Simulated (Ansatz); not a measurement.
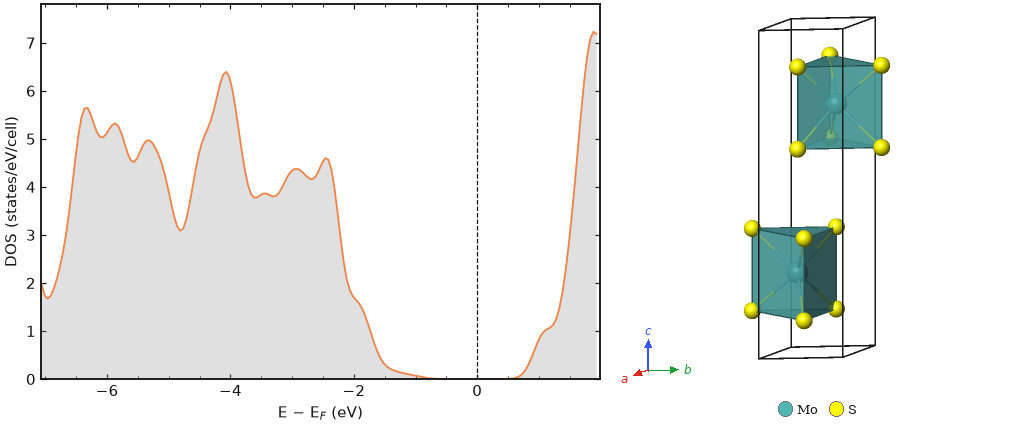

Density of states, beside the structure. Energies are counted from the Fermi level, put mid-gap where there is a gap. The curve is built from the levels of the k mesh with Gaussians 0.4 eV wide, which also blur the band edges.

System: MoS₂, space group P6_3/mmc, 6 atoms in the cell.

Ansatz 0.2.0; DFT, PBE0, plane waves, PAW, no spin polarisation, 6×6×2 k mesh, 420 eV cutoff.

> Is there a gap at the Fermi level, and how wide?

There is a gap; over the k points computed it is 2.13 eV (indirect; the smallest direct gap is 2.75 eV).

The atoms aren't at rest in this cell (largest force 0.4 eV/Å), so the relaxed material can differ.
